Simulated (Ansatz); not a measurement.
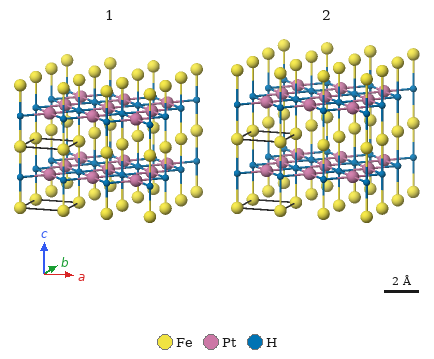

Two geometries of crystalline FeHPt (set up in P4/mmm) (coarse preliminary run), drawn at one scale. One is the start of a relaxation, the other its converged end. Style: ball-and-stick. Shown: the cell of the calculation, repeated 3 × 3 × 2 with one cell outlined, slightly off an axis.

All numbers below come from Ansatz 0.2.0, DFT r2SCAN, scalar-relativistic, plane waves, PAW. (plane-wave cutoff 500 eV; k-point mesh 8 × 8 × 6; occupations gaussian; smearing width 0.1 eV; collinear spin; cell and atoms relaxed; force threshold 0.0325 eV/Å; at most 70 steps)

Which one is relaxed?

Answer. Structure 2 is the relaxed one. Case: 1 H put on empty site 1 of 1 host cells, relaxed. The energy falls by 102 meV per atom in 4 accepted moves (5 points after the start). All forces vanish by symmetry, so only the cell relaxes. The pressure goes from 22.06 to 0.13 GPa. The SCF was repeated once at an unchanged geometry on a basis and grid sized afresh for the cell, which shifted the energy by 1.5 meV per atom at most. No atom moves by more than 0.005 Å relative to the cell. The drawn cell changes as follows: a = b 2.736 → 2.730 Å (−0.2 %), c 3.718 → 4.173 Å (+12.2 %); the volume changes by +11.8 %. Near-neighbour distances that change, for instance: Fe–H 1.859 → 2.087 Å. The space group stays P4/mmm (No. 123).
